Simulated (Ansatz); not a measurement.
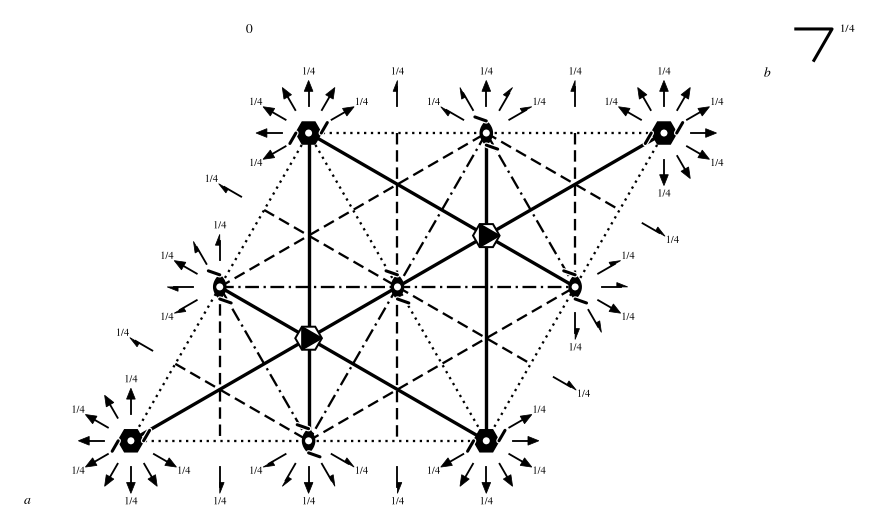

Symmetry elements of a space group, projected down c, computed from the operations of a computed or model structure of composition Al, which need not be its known form.

Graphical symbols as in the International Tables (origin upper left, heights as fractions; handed screw axes are marked by their printed symbols).

Question: Identify the space group.

Answer: P6_3/mmc, No. 194; primitive hexagonal, point group 6/mmm, 24 general positions a cell.

Question: List the elements shown.

Answer: −6 axes along c at (1/3, 2/3), (2/3, 1/3); 6₃ axes along c at (0, 0); 2₁ axes along c at (0, 1/2), (1/2, 0), (1/2, 1/2); inversion centres at (0, 0), (0, 1/2), (1/2, 0), (1/2, 1/2); mirror planes holding c and [1 2 0] or [2 1 0] or [−1 1 0]; in-plane glide planes holding c and [1 2 0] or [2 1 0] or [−1 1 0]; c glide planes normal to a*, at x = 0; n glide planes normal to a*, at x = 1/2; c glide planes normal to b*, at y = 0; n glide planes normal to b*, at y = 1/2; c glide planes holding c and [1 1 0]; diagonal glide planes holding c and [1 1 0]; a mirror plane normal to c at height 1/4; 2 axes along [1 1 0] at height 0; 2 axes along [1 2 0] at height 1/4; 2 axes along [2 1 0] at height 1/4; 2 axes along [−1 1 0] at height 1/4; 2 axes along a at height 0; 2 axes along b at height 0; 2₁ axes along [1 1 0] at height 0; 2₁ axes along [1 2 0] at height 1/4; 2₁ axes along [2 1 0] at height 1/4; 2₁ axes along [−1 1 0] at height 1/4; 2₁ axes along a at height 0; 2₁ axes along b at height 0. Heights repeat every half period; positions are (a, b) fractions, modulo 1.
